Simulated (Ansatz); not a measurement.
Geometry relaxation, with input and output: Al (part 1 of 2)

System: Al (slab, 5 atoms in the cell).
Method: DFT, LDA, PAW with Ansatz's default frozen-core files, scalar-relativistic, no spin polarisation (Ansatz 0.2.0).

It belongs to a series of runs on one base structure; here: atoms relaxed, PAW files. Figures and captions count atoms from 1; the log counts them from 0 in places.

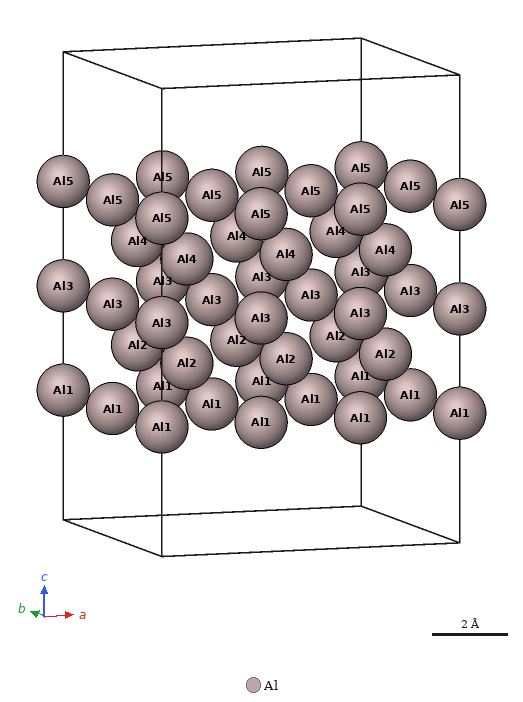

*The starting structure (spheres-only view of the 3 × 2 repeat of the cell, with the vacuum cut short, seen slightly off an axis; atoms are numbered from 1 in the order of the input).*

Key numbers

| quantity | value |
| --- | --- |
| outcome | converged |
| electrons treated | 15 |
| free energy | −2562.8234 eV |
| Fermi energy | −0.029 eV |
| final volume | 242.70 Å³ |
| largest force (length of the vector) at the end | 0.003 eV/Å |
| hardware | 2 threads of Intel Xeon (Granite Rapids), 32 GiB of memory available, shared host |
| wall time | 14 s (CPU time 28 s) |
| peak memory | 0.53 GiB |

The program warns: the SCF threshold is looser than advised for the printed stress.

The input
```yaml
crystal:
  lattice:
    - [2.8165331402, 0.0, 0.0]
    - [0.0, 3.9831793658, 0.0]
    - [0.0, 0.0, 21.6331]
  atoms:
    - { symbol: Al, position: [0.0, 0.0, 0.36980446] }
    - { symbol: Al, position: [0.5, 0.5, 0.4349022298] }
    - { symbol: Al, position: [0.0, 0.0, 0.5] }
    - { symbol: Al, position: [0.5, 0.5, 0.5650977702] }
    - { symbol: Al, position: [0.0, 0.0, 0.63019554] }
kpoints:
  mp_grid: { grid: [14, 10, 1] }
scf:
  occupations: { method: fermi_dirac, width: 0.08 }
hamiltonian:
  xc: lda
  pseudopotentials: { kind: paw }
output:
  forces: true
  stress: true
  eigenvalues: true
relax:
  f_tol: 0.01
  max_steps: 40
efield:
  axis: 3
  amplitude: 0
  dipole_correction: true
```

Command:
```bash
ansatz run input.yaml --threads 2 --pin off --max-ram 4096MiB --backend cpu --events-out ev --progress --plain --runs-dir out
```

Log
```
Warning: output.stress: scf.convergence.dr2_threshold = 1e-7 eV (the SCF's general default) is looser than the 5e-10 eV advised for a printed stress (1e-10 eV for each atom of the cell: 5). What an SCF threshold leaves in a stress goes as its square root, and in the free energy as the threshold itself, and one threshold admits the most on a small cell: of the crystals measured, under no hybrid functional and no lock of the moments, on runs that ended without the residual-converged pass, on stresses that held no estimate of that error, the worst erred by over 100 MPa in a component at 1e-7 eV an atom and by under 5 at 1e-10. Every solve of this run answers to scf.convergence.dr2_threshold, and the tensor of one is reported: a single SCF on the reported geometry and on this run's grids (its basis.xc_grid and basis.ecutrho_ratio typed), with scf.convergence.dr2_threshold at 5e-10 eV or tighter, prints it and tightens no other solve. Else set scf.convergence.dr2_threshold to 5e-10 eV or tighter. The threshold is an SCF's pass mark: one that does not reach it within its budget of iterations ends unconverged, or closes short of it on a stop that the run arms, and scf.convergence.dr2_threshold's page says what that costs each kind of run
Engine: ansatz 0.2.0, x86_64-unknown-linux-gnu
Pseudopotentials: kind: paw
Pseudopotential: Al, paw, valence charge 3, recommended cutoff 420 eV (normal), Al.paw.azcp
Functional definition: SPW92
  exchange = slater_x
  correlation = pw_c
Crystal: 5 atoms, lattice volume = 242.696 Å³
Basis set: ecut = 420 eV, 4757 PW (Γ)
Bands: 13, of which v1, the nominal top of the filled ones, is band 8 counted from 1 (7 counted from 0)
Symmetry: 4 space group operations
k-points: 48 of 140
Non-local potential: Al, projectors of the file, l = 0: 2, l = 1: 2, l = 2: 1
PAW form: soft (Blöchl's): semilocal exchange-correlation on the pseudo side does not see the compensation charge
PAW frozen core: Al, regenerated for the run's functional, and the local potential with it (the file was generated under x = pbe(κ = 0.804, μ = 0.2195149727645171), c = pbe(β = 0.06672455060314922))
PAW one-centre angular grid: Al, 110 points (default); XC on 64 Gauss nodes
Initial density: superposition of atomic densities (neutral atoms: chi_scale 0, normalization atom), corrected by the library's trained network
Initial wavefunctions: pseudopotential atomic-orbital guess
Functional: x = slater, c = lda
SCF iter   1: F=—  HF=-2562.810265 eV  |F-HF|=—  |Δ(HF+E_count)|=         —  Δρ=2.24e-3  dr2=3.05e-2  ethr=1.77e-3  p=0.000 e·Å  D=3.76e-14 V/Å  ΔV_dip=-0.00 eV  dr2_dipole=4.45e-9  V_vac-E_F(+/−)=4.18/4.18 eV  ⟨swp⟩=8.9  Hψ=5210  notcnv=0
efield: sawtooth ramp at fractional position 0.9500 (placed from the atoms, in the widest stretch of the axis that holds none; the zero of the levels goes with the place), width 0.1000; the density the first Hamiltonian is built on has a dipole p = 0.000 e·Å; the dipole correction subtracts the counter field D = 3.76e-14 V/Å, which shifts the + side's vacuum level by -0.00 eV against the − side's; the planar-averaged density in the ramp window peaks in size at 3.6e-5 e/Å³
preconditioner: auto → LDOS  [metal: Δε(μ)=0.122 eV  Ē_g=6.378 eV  σ=0.080 eV  W_gap=0.35  n_scr=20 (ndim 8)  ℏωp=9.2 eV  f_vac=0.522  D(μ)=1.45/eV (n_scr^D=6)  β→1.0]
SCF iter   2: F=—  HF=-2562.804791 eV  |F-HF|=—  |Δ(HF+E_count)|=   5.47e-3  Δρ=5.39e-4  dr2=5.33e-3  ethr=2.03e-4  p=-0.000 e·Å  D=-2.12e-5 V/Å  ΔV_dip=0.00 eV  dr2_dipole=7.62e-9  V_vac-E_F(+/−)=4.08/4.08 eV  ⟨swp⟩=2.8  Hψ=1392  notcnv=0
SCF iter   3: F=—  HF=-2562.804404 eV  |F-HF|=—  |Δ(HF+E_count)|=   3.88e-4  Δρ=1.68e-4  dr2=5.82e-4  ethr=3.55e-5  p=-0.000 e·Å  D=-2.48e-6 V/Å  ΔV_dip=0.00 eV  dr2_dipole=1.05e-10  V_vac-E_F(+/−)=4.13/4.13 eV  ⟨swp⟩=2.0  Hψ=784  notcnv=0
SCF iter   4: F=—  HF=-2562.804352 eV  |F-HF|=—  |Δ(HF+E_count)|=   5.12e-5  Δρ=3.48e-5  dr2=1.85e-5  ethr=3.88e-6  p=-0.000 e·Å  D=-6.52e-7 V/Å  ΔV_dip=0.00 eV  dr2_dipole=2.59e-11  V_vac-E_F(+/−)=4.12/4.12 eV  ⟨swp⟩=2.2  Hψ=888  notcnv=0
iter 5 did not close the SCF: its close was put off for the readings that it lacked (scf_convergence_deferred on its scf_iter line)
SCF iter   5: F=-2562.804351 eV  HF=-2562.804351 eV  |F-HF|=3.31e-7  |Δ(HF+E_count)|=   1.26e-6  Δρ=6.28e-6  dr2=5.25e-7  ethr=1.23e-7  p=-0.000 e·Å  D=-2.06e-7 V/Å  ΔV_dip=0.00 eV  dr2_dipole=1.18e-12  V_vac-E_F(+/−)=4.12/4.12 eV  ⟨swp⟩=2.0  Hψ=872  notcnv=0
iter 6 did not close the SCF: its close was put off until two iterations running show no level that it waits for move by more than its bar (scf_convergence_deferred on its scf_iter line)
SCF iter   6: F=-2562.804351 eV  HF=-2562.804351 eV  |F-HF|=8.70e-10  |Δ(HF+E_count)|=   9.50e-8  Δρ=1.11e-6  dr2=7.01e-9  ethr=3.50e-9  p=0.000 e·Å  D=5.25e-8 V/Å  ΔV_dip=-0.00 eV  dr2_dipole=1.04e-12  V_vac-E_F(+/−)=4.12/4.12 eV  ⟨swp⟩=6.0  Hψ=3289  notcnv=0
iter 7 did not close the SCF: its close was put off until two iterations running show no level that it waits for move by more than its bar (scf_convergence_deferred on its scf_iter line)
SCF iter   7: F=-2562.804351 eV  HF=-2562.804351 eV  |F-HF|=1.18e-11  |Δ(HF+E_count)|=   1.72e-9  Δρ=3.34e-7  dr2=7.76e-10  ethr=4.67e-11  p=0.000 e·Å  D=1.07e-8 V/Å  ΔV_dip=-0.00 eV  dr2_dipole=3.98e-14  V_vac-E_F(+/−)=4.12/4.12 eV  ⟨swp⟩=1.0  Hψ=1838  notcnv=0
SCF iter   8: F=-2562.804351 eV  HF=-2562.804351 eV  |F-HF|=1.18e-11  |Δ(HF+E_count)|=  3.34e-10  Δρ=7.33e-8  dr2=3.32e-11  ethr=5.17e-12  p=-0.000 e·Å  D=-4.70e-9 V/Å  ΔV_dip=0.00 eV  dr2_dipole=1.31e-14  V_vac-E_F(+/−)=4.12/4.12 eV  ⟨swp⟩=1.0  Hψ=1815  notcnv=0
SCF 1 converged in 8 iterations: F = -2562.804351 eV  dr2 = 3.32e-11
  greatest PAW one-centre occupation: 0.494 electrons in one spin orbital (limit 2), on the Al atom at site 0 (counted from 0), in its partial waves of l = 0
relax step   1: F+E_penalty+E_count = -2562.80435126 eV  Δ(F+E_penalty+E_count) = +0.000e0 eV  max|allowed force component| = 2.395e-1 eV/Å  Δτ_max = 0.0000 Å  (8 SCF iters, dr2 threshold 2.50e-6 eV, accepted)
Initial density: handed on by an earlier stage of this run
Initial wavefunctions: those handed on with the density
iter 1 solved again at ethr=1.87e-4 eV; its pass at ethr=3.10e-3 eV (dr2=2.80e-2 eV) is discarded
SCF iter   1: F=—  HF=-2562.827758 eV  |F-HF|=—  |Δ(HF+E_count)|=         —  Δρ=1.65e-3  dr2=3.24e-2  ethr=1.87e-4  p=-0.000 e·Å  D=-4.70e-9 V/Å  ΔV_dip=0.00 eV  dr2_dipole=5.73e-14  V_vac-E_F(+/−)=4.16/4.16 eV  ⟨swp⟩=2.2  Hψ=3859  notcnv=0
efield: sawtooth ramp at fractional position 0.9500 (handed on by an earlier solve), width 0.1000; the density the first Hamiltonian is built on has a dipole p = -0.000 e·Å; the dipole correction subtracts the counter field D = -4.70e-9 V/Å, which shifts the + side's vacuum level by +0.00 eV against the − side's; the planar-averaged density in the ramp window peaks in size at 6.0e-7 e/Å³
eigensolver tolerance schedule calibrated: the retry pair's looser diagonalisation under-reported the residual by θ = 0.14 (0.11/decade); ethr = c·dr2/N_el runs at the constant in force after the calibration composes with the one it found (an armed cap, an earlier calibration), c = 8.0e-2
preconditioner: auto → LDOS  [metal: Δε(μ)=0.049 eV  Ē_g=6.471 eV  σ=0.080 eV  W_gap=0.15  n_scr=20 (ndim 8)  ℏωp=9.2 eV  f_vac=0.530  D(μ)=1.67/eV (n_scr^D=6)  β→1.0]
SCF iter   2: F=—  HF=-2562.823693 eV  |F-HF|=—  |Δ(HF+E_count)|=   4.07e-3  Δρ=9.51e-4  dr2=1.06e-2  ethr=1.72e-4  p=-0.000 e·Å  D=-6.59e-8 V/Å  ΔV_dip=0.00 eV  dr2_dipole=1.09e-13  V_vac-E_F(+/−)=4.06/4.06 eV  ⟨swp⟩=2.4  Hψ=1133  notcnv=0
SCF iter   3: F=—  HF=-2562.821953 eV  |F-HF|=—  |Δ(HF+E_count)|=   1.74e-3  Δρ=1.36e-4  dr2=1.27e-4  ethr=5.62e-5  p=-0.000 e·Å  D=-1.13e-8 V/Å  ΔV_dip=0.00 eV  dr2_dipole=8.50e-14  V_vac-E_F(+/−)=4.13/4.13 eV  ⟨swp⟩=2.8  Hψ=1012  notcnv=0
SCF iter   4: F=—  HF=-2562.821953 eV  |F-HF|=—  |Δ(HF+E_count)|=   3.71e-7  Δρ=2.00e-5  dr2=3.54e-6  ethr=1.91e-8  p=-0.000 e·Å  D=-6.28e-9 V/Å  ΔV_dip=0.00 eV  dr2_dipole=1.17e-14  V_vac-E_F(+/−)=4.13/4.13 eV  ⟨swp⟩=8.2  Hψ=4341  notcnv=0
SCF iter   5: F=-2562.821954 eV  HF=-2562.821954 eV  |F-HF|=9.07e-8  |Δ(HF+E_count)|=   9.24e-7  Δρ=6.28e-6  dr2=2.97e-7  ethr=1.88e-8  p=-0.000 e·Å  D=-1.50e-9 V/Å  ΔV_dip=0.00 eV  dr2_dipole=2.04e-17  V_vac-E_F(+/−)=4.13/4.13 eV  ⟨swp⟩=4.3  Hψ=2752  notcnv=0
SCF 2 converged in 5 iterations: F = -2562.821954 eV  dr2 = 2.97e-7
  greatest PAW one-centre occupation: 0.490 electrons in one spin orbital (limit 2), on the Al atom at site 0 (counted from 0), in its partial waves of l = 0
relax step   2: F+E_penalty+E_count = -2562.82195382 eV  Δ(F+E_penalty+E_count) = -1.760e-2 eV  max|allowed force component| = 5.545e-2 eV/Å  Δτ_max = 0.0935 Å  (5 SCF iters, dr2 threshold 3.58e-6 eV, accepted)
```
